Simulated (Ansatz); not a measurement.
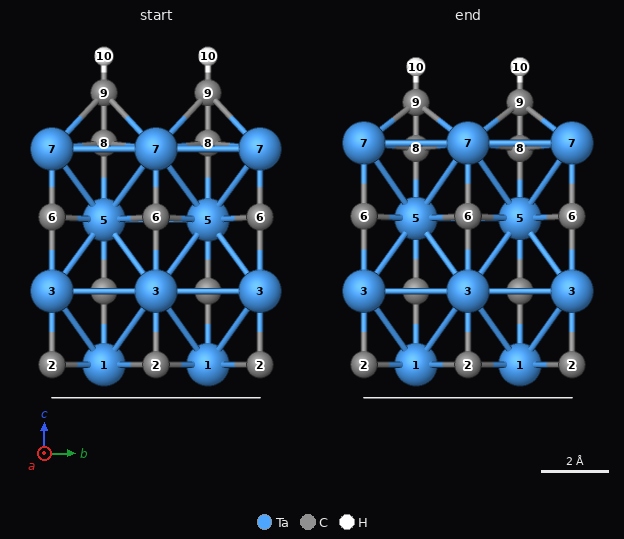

The structure of a slab of composition Ta₄HC₅ (cut from the Fm-3m phase) before (left) and after (right) a constrained relaxation, at one scale.

A ball-and-stick model of the 2 × 2 repeat of the cell, outlined in the plane, without the vacuum, seen along the a axis.

Case: CH put at a top C site. The slab is the (1 0 0) face of TaC with CH on it. 4 atoms are held fixed.

Computed with DFT PBEsol, scalar-relativistic, plane waves, PAW in Ansatz 0.2.0. Settings: plane-wave cutoff 420 eV; k-point mesh 9 × 9 × 1; occupations gaussian; smearing width 0.1 eV; no spin polarisation; dipole correction; atoms relaxed in a fixed cell; force threshold 0.03 eV/Å; at most 70 steps.

What changed between the two?

Answer. The largest move is that of the H atom, 0.32 Å along the normal (−c). Largest moves by element: H 0.32 Å, C 0.29 Å, Ta 0.18 Å. The cell stays as it was. Near-neighbour distances that change, for instance: C–Ta 2.795 → 2.537 Å, C–Ta 2.317 → 2.113 Å, C–Ta 2.054 → 2.210 Å, C–C 1.520 → 1.392 Å. Among the angles between lasting bonds that change: Ta–C–Ta 105.2° → 122.1°, Ta–C–Ta 85.4° → 94.2°, Ta–C–C 94.6° → 85.8°. The energy falls by 1.043 eV per cell of the calculation in 5 geometry steps. The largest force component goes from 4.7 to 0.011 eV/Å. The run took 63 s on 2 threads of Arm Neoverse V2 (shared host), peak memory 0.55 GiB.

Limits of the set-up: the periodic images lie only 3.1 Å apart, so the values are limited by the cell's size.
